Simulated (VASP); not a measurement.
**What a change does: single-point calculation on Ti**

System: Ti (1 atom in the cell).
Method of the first run: Kohn-Sham DFT of a periodic cell, PBE, VASP PAW PBE potentials, recommended, no spin polarisation (VASP 6.6.1).

The structure derives from an entry of the Crystallography Open Database. 

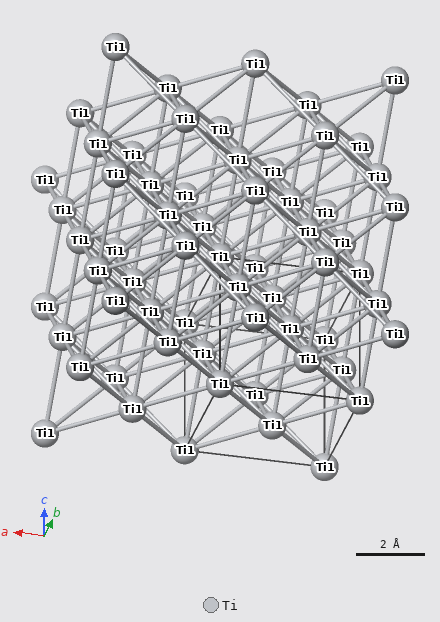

Figure 1. The input geometry (ball-and-stick view of the cell 4 times as large as that of the calculation, set on its symmetry axes, repeated 2 × 2 × 2, seen at an oblique angle; atoms are numbered from 1 in the order of the input). Near neighbours in the crystal (not all of them lie inside the picture): Ti has 12 Ti at 3.01 Å.

INCAR, the first run:
```
PREC = Accurate
ENCUT = 520
EDIFF = 1E-6
ISMEAR = 0
SIGMA = 0.1
LREAL = False
LASPH = True
NELM = 100
ALGO = Fast
ISIF = 2
LWAVE = False
LCHARG = True
GGA = PE
LELF = True
LVHAR = True
NBANDS = 12
```

KPOINTS, the first run:
```
regular mesh
0
Gamma
  18 18 18
```

POSCAR, the first run:
```
Ti
1.0
    0.0000000000      2.1265468000      2.1265468000
    2.1265468000      0.0000000000      2.1265468000
    2.1265468000      2.1265468000      0.0000000000
Ti
1
Direct
    0.0000000000      0.0000000000      0.0000000000
```

Launched with:
```bash
cat potpaw_PBE.64/Ti_sv/POTCAR > POTCAR
mpirun -np 1 vasp_std > vasp.out
```

Hardware: 1 thread of Intel Xeon (Sapphire Rapids), 256 GiB of memory available, shared host.

OSZICAR and lines of OUTCAR (the first run):
```
N       E                     dE             d eps       ncg     rms          rms(c)
DAV:   1     0.859691013975E+02    0.85969E+02   -0.65698E+03  4700   0.118E+03
DAV:   2    -0.449589232785E+01   -0.90465E+02   -0.88155E+02  4796   0.292E+02
DAV:   3    -0.880807641567E+01   -0.43122E+01   -0.42703E+01  6616   0.649E+01
DAV:   4    -0.889841633853E+01   -0.90340E-01   -0.90140E-01  5280   0.837E+00
DAV:   5    -0.890073539774E+01   -0.23191E-02   -0.23189E-02  5748   0.120E+00    0.766E+00
RMM:   6    -0.771309491074E+01    0.11876E+01   -0.20891E+00  5486   0.165E+01    0.165E+00
RMM:   7    -0.771066816384E+01    0.24267E-02   -0.45075E-01  5914   0.496E+00    0.126E+00
RMM:   8    -0.773224571495E+01   -0.21578E-01   -0.13184E-01  5824   0.466E+00    0.839E-01
RMM:   9    -0.772197422435E+01    0.10271E-01   -0.80872E-02  6296   0.273E+00    0.259E-01
RMM:  10    -0.772288975499E+01   -0.91553E-03   -0.15121E-02  7262   0.101E+00    0.181E-01
RMM:  11    -0.772357107677E+01   -0.68132E-03   -0.66468E-03  7478   0.563E-01    0.122E-01
RMM:  12    -0.772366077406E+01   -0.89697E-04   -0.17538E-03  6405   0.379E-01    0.759E-02
RMM:  13    -0.772373705820E+01   -0.76284E-04   -0.80476E-04  7237   0.211E-01    0.326E-02
RMM:  14    -0.772375497056E+01   -0.17912E-04   -0.33118E-04  6881   0.131E-01    0.112E-02
RMM:  15    -0.772376917519E+01   -0.14205E-04   -0.12552E-04  6740   0.642E-02    0.111E-02
RMM:  16    -0.772377582361E+01   -0.66484E-05   -0.64111E-05  6192   0.530E-02    0.511E-03
RMM:  17    -0.772377824334E+01   -0.24197E-05   -0.24830E-05  5643   0.292E-02    0.120E-03
RMM:  18    -0.772377988767E+01   -0.16443E-05   -0.15497E-05  4950   0.191E-02    0.186E-03
RMM:  19    -0.772378058081E+01   -0.69314E-06   -0.60262E-06  4651   0.133E-02
   1 F= -.77237806E+01 E0= -.77189364E+01  d E =-.968830E-02
[... from OUTCAR:]
  free energy    TOTEN  =        -7.72378058 eV
  energy without entropy =       -7.71409228  energy(sigma->0) =       -7.71893643
 E-fermi :   7.1776     XC(G=0): -11.0282     alpha+bet :-14.6055
  free  energy   TOTEN  =        -7.7237805808 eV
  energy  without entropy=       -7.7140922839  energy(sigma->0) =       -7.71893643
```

The input of the second run differs as follows (lines with − go, lines with + come):
```diff
-LREAL = False
-LASPH = True
+LREAL = F
+LASPH = T
-LWAVE = False
-LCHARG = True
+LWAVE = F
+LCHARG = F
-LELF = True
-LVHAR = True
-  18 18 18
+  16 16 16
-    0.0000000000      2.1265468000      2.1265468000
-    2.1265468000      0.0000000000      2.1265468000
-    2.1265468000      2.1265468000      0.0000000000
+   -0.0345303000      1.9729164000      1.9448821000
+    1.9852588000      0.0000000000      1.9103518000
+    2.0197891000      1.9729164000     -0.0345303000
```

Predict how the results change.

The total energies belong to different models, so their difference says nothing on which is more stable or more accurate. The pressure goes from −9.29 to 14.51 GPa. The volume per atom goes from 19.23 to 15.50 Å³. The SCF takes 20 iterations against 19. The irreducible k-points go from 195 to 1098. The plane waves at Γ go from 534.0 to 431.0. On the same kind of shared host the second run took about 4.7 times as long.

OSZICAR and lines of OUTCAR (the second run):
```
N       E                     dE             d eps       ncg     rms          rms(c)
DAV:   1     0.869149943913E+02    0.86915E+02   -0.65622E+03 26444   0.123E+03
DAV:   2    -0.434439415932E+01   -0.91259E+02   -0.88698E+02 26712   0.299E+02
DAV:   3    -0.842260282997E+01   -0.40782E+01   -0.40361E+01 35756   0.647E+01
DAV:   4    -0.851615812416E+01   -0.93555E-01   -0.93451E-01 29780   0.854E+00
DAV:   5    -0.851847570575E+01   -0.23176E-02   -0.23175E-02 31340   0.118E+00    0.938E+00
RMM:   6    -0.767558602643E+01    0.84289E+00   -0.13636E+00 31327   0.140E+01    0.253E+00
RMM:   7    -0.767385180830E+01    0.17342E-02   -0.32020E-01 34234   0.504E+00    0.126E+00
RMM:   8    -0.770401466796E+01   -0.30163E-01   -0.13458E-01 34637   0.461E+00    0.924E-01
RMM:   9    -0.769605280106E+01    0.79619E-02   -0.66008E-02 36470   0.257E+00    0.264E-01
RMM:  10    -0.769791993800E+01   -0.18671E-02   -0.14629E-02 42967   0.958E-01    0.210E-01
RMM:  11    -0.769834290077E+01   -0.42296E-03   -0.56923E-03 40642   0.567E-01    0.100E-01
RMM:  12    -0.769859913411E+01   -0.25623E-03   -0.20273E-03 45394   0.279E-01    0.156E-01
RMM:  13    -0.769863776702E+01   -0.38633E-04   -0.98420E-04 38967   0.223E-01    0.881E-02
RMM:  14    -0.769868796452E+01   -0.50198E-04   -0.43054E-04 43069   0.139E-01    0.616E-02
RMM:  15    -0.769870447014E+01   -0.16506E-04   -0.15161E-04 39883   0.742E-02    0.551E-02
RMM:  16    -0.769871265415E+01   -0.81840E-05   -0.97062E-05 37307   0.622E-02    0.367E-02
RMM:  17    -0.769871509251E+01   -0.24384E-05   -0.45915E-05 35440   0.539E-02    0.137E-02
RMM:  18    -0.769871740947E+01   -0.23170E-05   -0.25958E-05 30355   0.293E-02    0.884E-03
RMM:  19    -0.769871840396E+01   -0.99449E-06   -0.14536E-05 29470   0.260E-02    0.137E-03
RMM:  20    -0.769871916368E+01   -0.75972E-06   -0.69686E-06 23934   0.139E-02
   1 F= -.76987192E+01 E0= -.76947679E+01  d E =-.790255E-02
[... from OUTCAR:]
  free energy    TOTEN  =        -7.69871916 eV
  energy without entropy =       -7.69081661  energy(sigma->0) =       -7.69476789
 E-fermi :   9.4910     XC(G=0): -12.0454     alpha+bet :-18.1286
  free  energy   TOTEN  =        -7.6987191637 eV
  energy  without entropy=       -7.6908166134  energy(sigma->0) =       -7.69476789
```

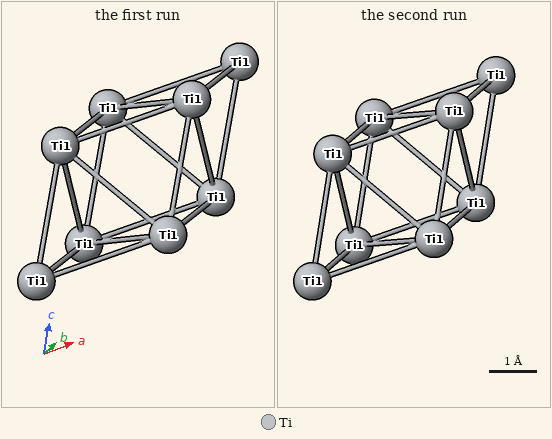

Figure 2. The two input geometries at one scale (ball-and-stick view of the cell of the calculation, seen slightly off an axis). The atoms keep their places relative to the cell (all moves are under 0.005 Å). The volume changes by −19.4 %, with a 3.007 → 2.771 Å (−7.9 %), b 3.007 → 2.755 Å (−8.4 %), c 3.007 → 2.824 Å (−6.1 %), α 60.0° → 59.5°, β 60.0° → 61.3°, γ 60.0° → 61.5°. Among the contacts that change: Ti1–Ti1 3.007 → 2.755 Å.

The two runs side by side:

```csv
quantity,the first run,the second run
outcome,converged,converged
free energy per atom (eV),−7.7238,−7.6987
"energy per atom, smearing taken to zero (eV)",−7.7189,−7.6948
gap on the mesh (eV),0.00,0.00
pressure (GPa),−9.29,14.51
volume per atom (Å³),19.23,15.50
largest force (eV/Å),0.000,0.000
SCF iterations,19,20
irreducible k-points,195,1098
plane waves at Γ,534,431
```

For the first run: The cell is under a tension of 9.3 GPa at this level, so it is not at its equilibrium volume. For the second run: The cell is under a pressure of 14.5 GPa at this level, so it is not at its equilibrium volume.
